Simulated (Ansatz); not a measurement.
**Geometry relaxation, with input and output: Al (part 2 of 2)**

Al (defect cell, 26 atoms in the cell); DFT PBE, scalar-relativistic, plane waves, PAW, no spin polarisation (Ansatz 0.2.0); cutoff 420 eV, 3×3×3 k-mesh, Gaussian smearing of 0.1 eV. The structure derives from an entry of the Crystallography Open Database.

Output, continued
```
  k-point 1: bands = ["-3.1026", "-2.0918", "-0.8423", "-0.8423", "-0.7804", "-0.4836", "-0.4836", "-0.1438", "0.4888", "0.4888", "0.7956", "1.7760", "2.0414", "2.0414", "2.1680", "2.1680", "2.3045", "2.7852", "4.2738", "4.2738", "4.4169", "4.5537", "4.6314", "4.6314", "4.8360", "4.8360", "4.8723", "4.9407", "5.4937", "5.5786", "5.5786", "5.8381", "5.8381", "6.1415", "6.8800", "6.9092", "6.9092", "7.1943", "7.1943", "7.3677", "7.4323", "7.4323", "7.4902", "8.5425", "8.5425", "8.6309", "9.5552", "9.5569", "9.5569", "9.5733", "9.6211", "9.6211", "9.7916", "9.9451", "9.9451", "10.1887", "10.1887", "10.4272", "10.5229", "10.5229", "10.8949", "10.8949", "10.8949", "11.5384", "11.7739"]
  k-point 2: bands = ["-2.9922", "-1.7262", "-1.3914", "-1.3778", "-1.3778", "-0.9707", "0.8879", "0.9163", "0.9163", "0.9826", "1.2283", "1.2753", "1.2753", "1.8476", "2.1838", "2.2479", "2.2479", "2.6491", "3.6242", "3.7749", "3.8089", "3.8089", "4.2660", "4.7493", "4.8506", "4.8506", "5.1618", "5.6929", "5.7556", "5.8232", "5.8232", "6.0551", "6.2815", "6.3636", "6.3636", "7.0066", "7.0278", "7.0278", "7.2806", "7.4162", "7.4162", "7.4238", "7.7026", "8.1585", "8.1893", "8.2567", "8.5425", "8.5425", "9.7123", "9.7123", "9.7811", "10.1632", "10.6293", "10.7106", "10.8295", "10.8295", "10.8926", "11.0843", "11.0843", "11.1330", "11.2571", "11.4396", "11.4396", "11.4916", "11.5371"]
  k-point 3: bands = ["-2.5870", "-2.2674", "-2.1166", "-1.2692", "-1.0890", "0.1135", "0.3515", "0.3721", "0.4043", "0.6742", "1.3817", "1.5685", "2.5767", "2.6575", "2.7033", "2.7088", "2.9305", "2.9338", "3.0215", "3.0524", "3.1199", "3.4246", "3.8864", "3.9840", "4.1768", "4.4230", "5.0744", "5.1592", "5.1837", "5.5172", "5.5190", "5.8743", "5.8881", "6.5188", "7.3585", "7.4437", "7.5989", "7.7566", "7.8727", "7.9312", "7.9640", "8.0193", "8.0734", "8.3026", "8.6163", "8.8011", "8.9193", "8.9634", "9.1710", "9.2945", "9.5233", "9.8523", "9.8818", "9.9805", "10.1077", "10.1847", "10.6684", "10.7345", "10.9185", "10.9238", "11.3652", "11.4973", "11.5932", "11.7695", "11.8011"]
--- Relaxed structure (3 steps of the walk, 3 accepted, 0 SCFs on fresh bases) ---
  F+E_penalty+E_count = -13973.65803006 eV   max|allowed force component| = 1.252e-2 eV/Å
  atoms:
    - { symbol: Al, position: [0.6666666666666667, 0.004853208024786282, 0.6666666666666667] }
    - { symbol: Al, position: [0.6666666666666667, 0.6618134586418802, 0.6666666666666667] }
    - { symbol: Al, position: [0.3321399214982348, 0.9988065881649018, 0.6702469021719617] }
    - { symbol: Al, position: [0.3381865413581196, 0.33333333333333315, 0.6666666666666667] }
    - { symbol: Al, position: [0.3381865413581196, 0.6618134586418803, 0.6666666666666667] }
    - { symbol: Al, position: [-0.004853208024786282, 0.004853208024786282, 0.6666666666666667] }
    - { symbol: Al, position: [-0.004853208024786282, 0.33333333333333315, 0.6666666666666667] }
    - { symbol: Al, position: [0.0011934118350983014, 0.667860078501765, 0.6630864311613716] }
    - { symbol: Al, position: [0.6702469021719617, 0.9988065881649018, 0.3321399214982348] }
    - { symbol: Al, position: [0.6666666666666667, 0.33333333333333315, 0.3381865413581196] }
    - { symbol: Al, position: [0.6666666666666667, 0.6618134586418803, 0.3381865413581196] }
    - { symbol: Al, position: [0.3321399214982349, -0.0011934118350985234, 0.3321399214982349] }
    - { symbol: Al, position: [0.3321399214982349, 0.33691356883862833, 0.3321399214982349] }
    - { symbol: Al, position: [0.3324341307111634, 0.6675658692888364, 0.3324341307111634] }
    - { symbol: Al, position: [0.000899202622169859, -0.0008992026221699145, 0.33243413071116346] }
    - { symbol: Al, position: [-0.004853208024786337, 0.33333333333333315, 0.33818654135811965] }
    - { symbol: Al, position: [0.0008992026221698868, 0.6675658692888365, 0.33243413071116346] }
    - { symbol: Al, position: [0.6666666666666667, 0.004853208024786282, -0.004853208024786282] }
    - { symbol: Al, position: [0.6666666666666667, 0.33333333333333315, -0.004853208024786282] }
    - { symbol: Al, position: [0.6630864311613716, 0.667860078501765, 0.0011934118350983014] }
    - { symbol: Al, position: [0.33243413071116346, -0.0008992026221699145, 0.000899202622169859] }
    - { symbol: Al, position: [0.33818654135811965, 0.33333333333333315, -0.004853208024786337] }
    - { symbol: Al, position: [0.33243413071116346, 0.6675658692888365, 0.0008992026221698868] }
    - { symbol: Al, position: [0.000899202622169857, -0.0008992026221698881, 0.0008992026221698565] }
    - { symbol: Al, position: [0.001193411835098399, 0.32975309782803797, 0.001193411835098399] }
    - { symbol: Al, position: [0.0011934118350983985, 0.6678600785017649, 0.0011934118350983985] }
```

Trajectory as extended XYZ (Å, eV, eV/Å), 3 frames, from step=1 to step=3
```
26
Lattice="0.0000 6.0622 -6.0622 6.0622 6.0622 0.0000 6.0622 0.0000 -6.0622" Properties=species:S:1:pos:R:3:forces:R:3 step=1 energy=-13973.56594
Al    4.0415    4.0415   -8.0829    0.1871   0.1871   0.0000
Al    8.0829    8.0829   -8.0829   -0.1871  -0.1871   0.0000
Al   10.1036    8.0829   -6.0622    0.1224  -0.1224  -0.1224
Al    6.0622    4.0415   -6.0622    0.0000   0.1871  -0.1871
Al    8.0829    6.0622   -6.0622   -0.1871   0.0000  -0.1871
Al    4.0415    0.0000   -4.0415    0.1871   0.0000   0.1871
Al    6.0622    2.0207   -4.0415    0.0000  -0.1871   0.1871
Al    8.0829    4.0415   -4.0415   -0.1224   0.1224   0.1224
Al    8.0829   10.1036   -6.0622   -0.1224   0.1224  -0.1224
Al    4.0415    6.0622   -6.0622    0.1871   0.0000  -0.1871
Al    6.0622    8.0829   -6.0622    0.0000  -0.1871  -0.1871
Al    2.0207    2.0207   -4.0415   -0.1224  -0.1224   0.1224
Al    4.0415    4.0415   -4.0415    0.1224   0.1224   0.1224
Al    6.0622    6.0622   -4.0415    0.0000   0.0000   0.1185
Al    2.0207    0.0000   -2.0207   -0.1185   0.0000   0.0000
Al    4.0415    2.0207   -2.0207    0.1871  -0.1871   0.0000
Al    6.0622    4.0415   -2.0207    0.0000   0.1185   0.0000
Al    0.0000    4.0415   -4.0415    0.0000   0.1871   0.1871
Al    2.0207    6.0622   -4.0415   -0.1871   0.0000   0.1871
Al    4.0415    8.0829   -4.0415    0.1224  -0.1224   0.1224
Al    0.0000    2.0207   -2.0207    0.0000  -0.1185   0.0000
Al    2.0207    4.0415   -2.0207   -0.1871   0.1871   0.0000
Al    4.0415    6.0622   -2.0207    0.1185   0.0000   0.0000
Al    0.0000    0.0000    0.0000    0.0000   0.0000  -0.1185
Al    2.0207    2.0207    0.0000   -0.1224  -0.1224  -0.1224
Al    4.0415    4.0415    0.0000    0.1224   0.1224  -0.1224
26
Lattice="0.0000 6.0622 -6.0622 6.0622 6.0622 0.0000 6.0622 0.0000 -6.0622" Properties=species:S:1:pos:R:3:forces:R:3 step=2 energy=-13973.65005
Al    4.0777    4.0777   -8.0829   -0.0430  -0.0430   0.0000
Al    8.0466    8.0466   -8.0829    0.0430   0.0430   0.0000
Al   10.1236    8.0629   -6.0822   -0.0425   0.0425   0.0425
Al    6.0622    4.0777   -6.0985    0.0000  -0.0430   0.0430
Al    8.0466    6.0622   -6.0985    0.0430   0.0000   0.0430
Al    4.0777    0.0000   -4.0052   -0.0430   0.0000  -0.0430
Al    6.0622    1.9845   -4.0052    0.0000   0.0430  -0.0430
Al    8.0629    4.0614   -4.0215    0.0425  -0.0425  -0.0425
Al    8.0629   10.1236   -6.0822    0.0425  -0.0425   0.0425
Al    4.0777    6.0622   -6.0985   -0.0430   0.0000   0.0430
Al    6.0622    8.0466   -6.0985    0.0000   0.0430   0.0430
Al    2.0007    2.0007   -4.0215    0.0425   0.0425  -0.0425
Al    4.0614    4.0614   -4.0215   -0.0425  -0.0425  -0.0425
Al    6.0622    6.0622   -4.0230    0.0000   0.0000  -0.0753
Al    2.0023    0.0000   -2.0207    0.0753   0.0000   0.0000
Al    4.0777    1.9845   -2.0207   -0.0430   0.0430   0.0000
Al    6.0622    4.0599   -2.0207    0.0000  -0.0753   0.0000
Al    0.0000    4.0777   -4.0052    0.0000  -0.0430  -0.0430
Al    1.9845    6.0622   -4.0052    0.0430   0.0000  -0.0430
Al    4.0614    8.0629   -4.0215   -0.0425   0.0425  -0.0425
Al    0.0000    2.0023   -2.0207    0.0000   0.0753   0.0000
Al    1.9845    4.0777   -2.0207    0.0430  -0.0430   0.0000
Al    4.0599    6.0622   -2.0207   -0.0753   0.0000   0.0000
Al    0.0000    0.0000   -0.0184    0.0000   0.0000   0.0753
Al    2.0007    2.0007   -0.0200    0.0425   0.0425   0.0425
Al    4.0614    4.0614   -0.0200   -0.0425  -0.0425   0.0425
26
Lattice="0.0000 6.0622 -6.0622 6.0622 6.0622 0.0000 6.0622 0.0000 -6.0622" Properties=species:S:1:pos:R:3:forces:R:3 step=3 energy=-13973.65803
Al    4.0709    4.0709   -8.0829    0.0031   0.0031   0.0000
Al    8.0535    8.0535   -8.0829   -0.0031  -0.0031   0.0000
Al   10.1181    8.0684   -6.0767    0.0016  -0.0016  -0.0016
Al    6.0622    4.0709   -6.0916    0.0000   0.0031  -0.0031
Al    8.0535    6.0622   -6.0916   -0.0031   0.0000  -0.0031
Al    4.0709    0.0000   -4.0120    0.0031   0.0000   0.0031
Al    6.0622    1.9913   -4.0120    0.0000  -0.0031   0.0031
Al    8.0684    4.0559   -4.0270   -0.0016   0.0016   0.0016
Al    8.0684   10.1181   -6.0767   -0.0016   0.0016  -0.0016
Al    4.0709    6.0622   -6.0916    0.0031   0.0000  -0.0031
Al    6.0622    8.0535   -6.0916    0.0000  -0.0031  -0.0031
Al    2.0063    2.0063   -4.0270   -0.0016  -0.0016   0.0016
Al    4.0559    4.0559   -4.0270    0.0016   0.0016   0.0016
Al    6.0622    6.0622   -4.0306    0.0000   0.0000  -0.0125
Al    2.0098    0.0000   -2.0207    0.0125   0.0000   0.0000
Al    4.0709    1.9913   -2.0207    0.0031  -0.0031   0.0000
Al    6.0622    4.0524   -2.0207    0.0000  -0.0125   0.0000
Al    0.0000    4.0709   -4.0120    0.0000   0.0031   0.0031
Al    1.9913    6.0622   -4.0120   -0.0031   0.0000   0.0031
Al    4.0559    8.0684   -4.0270    0.0016  -0.0016   0.0016
Al    0.0000    2.0098   -2.0207    0.0000   0.0125   0.0000
Al    1.9913    4.0709   -2.0207   -0.0031   0.0031   0.0000
Al    4.0524    6.0622   -2.0207   -0.0125   0.0000   0.0000
Al    0.0000    0.0000   -0.0109    0.0000   0.0000   0.0125
Al    2.0063    2.0063   -0.0145   -0.0016  -0.0016  -0.0016
Al    4.0559    4.0559   -0.0145    0.0016   0.0016  -0.0016
```

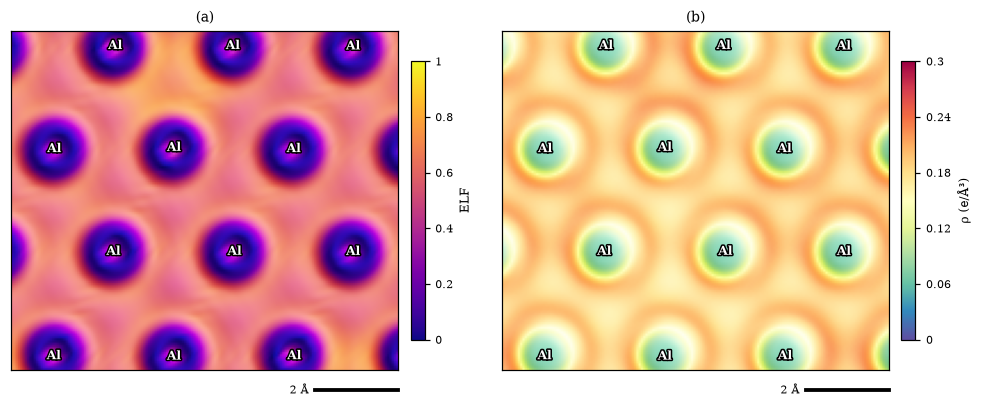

(a) electron localisation function; (b) valence charge density (pseudo) on the (100) plane of the calculation cell. Atoms in the plane: Al. Al–Al (2.82 Å): ρ at the midpoint is about 0.21 e/Å³; the ELF peaks at about 0.70 between the atoms. Al–Al (2.87 Å): the density is about 0.2 e/Å³ at the midpoint; the ELF is about 0.60 at the midpoint, as expected for metallic bonding. Away from the nuclei the density in this plane falls to 0.17 e/Å³ at its lowest. In a PAW calculation such maps are meaningful between the atoms, not at the nuclei.

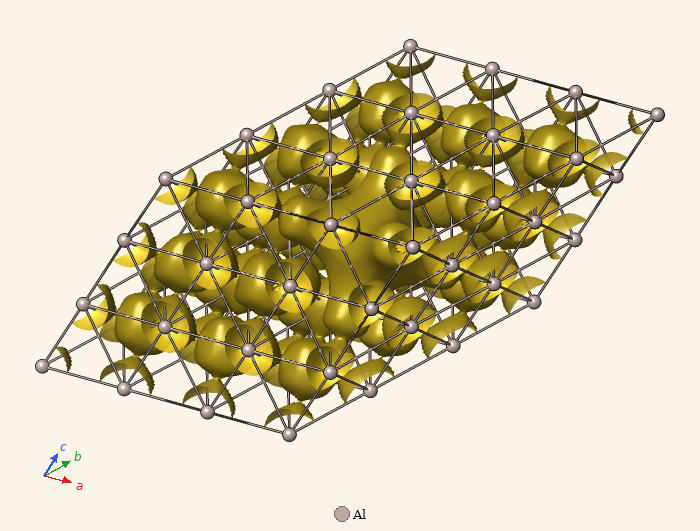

Isosurface of the electron localisation function at 0.5 (yellow), seen at an oblique angle. Core shells and regions of very low density are left out. Sticks mark near contacts. The outline is the calculation cell. The ELF exceeds this value in one network that runs through the whole crystal, counted in one cell of 26 atoms. Along the contacts the grid gives the following. Al–Al (2.82 Å): the ELF peaks at about 0.70 between the atoms.
